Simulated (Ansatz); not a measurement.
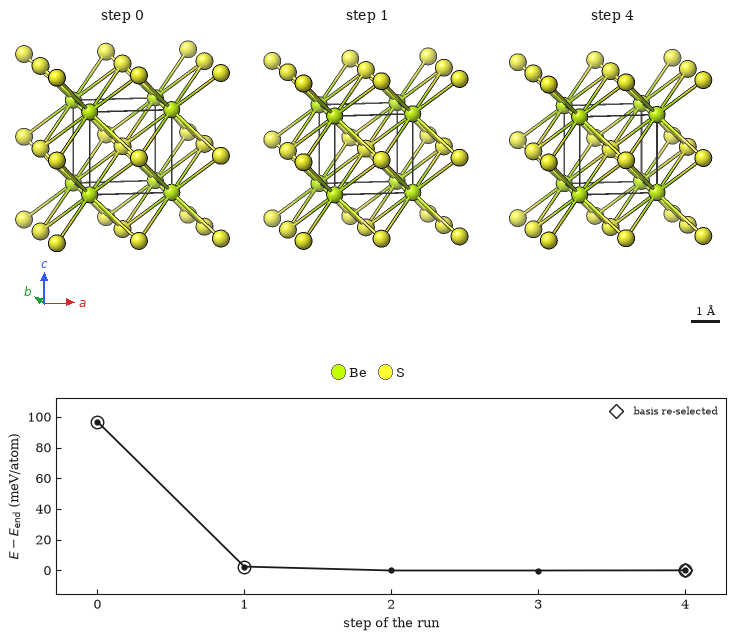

Frames of a relaxation of crystalline BeS (built on the CsCl-221 type type), marked on the history of the run. Style: ball-and-stick. Shown: the cell of the calculation, slightly off an axis.

Level of theory: DFT, PBEsol, plane waves, PAW (Ansatz 0.2.0). (plane-wave cutoff 420 eV; k-point mesh 8 × 8 × 8; occupations fermi dirac; smearing width 0.03 eV; no spin polarisation; cell and atoms relaxed; force threshold 0.01 eV/Å; at most 120 steps)

Q: Describe the path.

A: The atoms keep their places relative to the cell (all moves are under 0.005 Å). Cell: a = b = c 3.068 → 2.890 Å (−5.8 %). Volume −16.4 %. Some distances before and after: Be–S 2.657 → 2.503 Å. The space group stays Pm-3m (No. 221). The energy falls by 96.9 meV per atom in 3 accepted moves (4 points after the start). All forces vanish by symmetry, so only the cell relaxes. The pressure goes from −11.85 to −0.02 GPa. The SCF was repeated once at an unchanged geometry on a basis and grid sized afresh for the cell, which shifted the energy by 0.1 meV per atom at most. From step 0 to 1: volume −13.9 %, energy −94.5 meV per atom. From step 1 to 4: volume −2.9 %, energy −2.4 meV per atom.

```json
{"step": "0", "E − E(0), meV/atom": "0.00", "pressure, GPa": "-11.85", "volume, Å³/atom": "14.440", "note": ""}
{"step": "1", "E − E(0), meV/atom": "-94.46", "pressure, GPa": "-2.15", "volume, Å³/atom": "12.430", "note": ""}
{"step": "2", "E − E(0), meV/atom": "-97.01", "pressure, GPa": "0.09", "volume, Å³/atom": "12.059", "note": ""}
{"step": "3", "E − E(0), meV/atom": "-97.02", "pressure, GPa": "-0.01", "volume, Å³/atom": "12.073", "note": ""}
{"step": "4", "E − E(0), meV/atom": "-96.91", "pressure, GPa": "-0.02", "volume, Å³/atom": "12.073", "note": "same geometry, new basis"}
```
